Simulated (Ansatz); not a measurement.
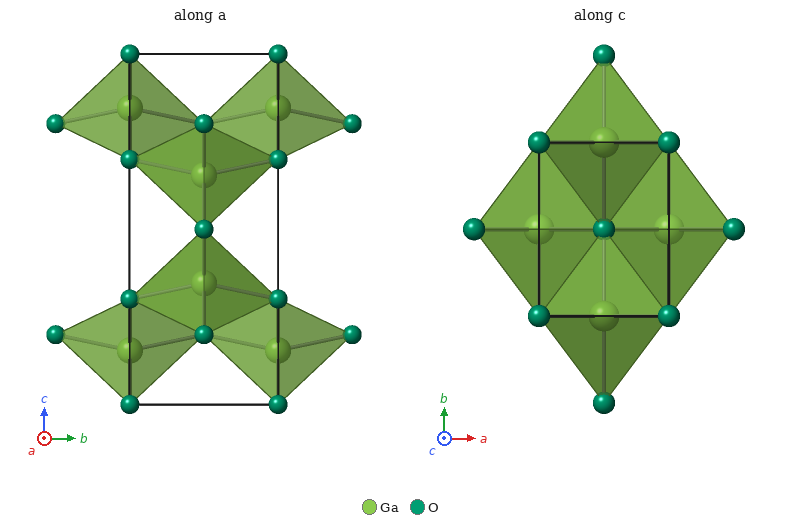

This polyhedral model is shown along the a axis and along the c axis. The conventional unit cell is outlined; an atom on or near a face, edge or corner is repeated at each equivalent position. Some atoms of the next cells are drawn as well.

Ga$_{2}$O$_{3}$, space group Immm (No. 71), a = 2.94 Å, b = 3.93 Å, c = 9.29 Å, α = 90.00°, β = 90.00°, γ = 90.00°.

Setup: DFT r2SCAN, scalar-relativistic, plane waves, PAW (Ansatz); plane-wave cutoff 500 eV, k-points about 0.22 Å⁻¹ apart, Gaussian smearing of 0.02 eV, no spin polarisation.

### Is the electronic structure metallic or gapped?

A semiconductor at this level, with a gap of 2.72 eV, direct.

### Give the pressure and its sign.

The computed pressure is -8.6 GPa (stretched: it would shrink).

It goes back to a structure type filled with these elements by a generator (whether the compound takes this form wasn't checked). Earlier steps of the study may have refined or changed the cell and positions. It was run through Ansatz as a DFT input.

At this level of theory the cell isn't at rest (stretched, at -9 GPa), so its distances can differ from those at equilibrium, the more so the softer the solid.
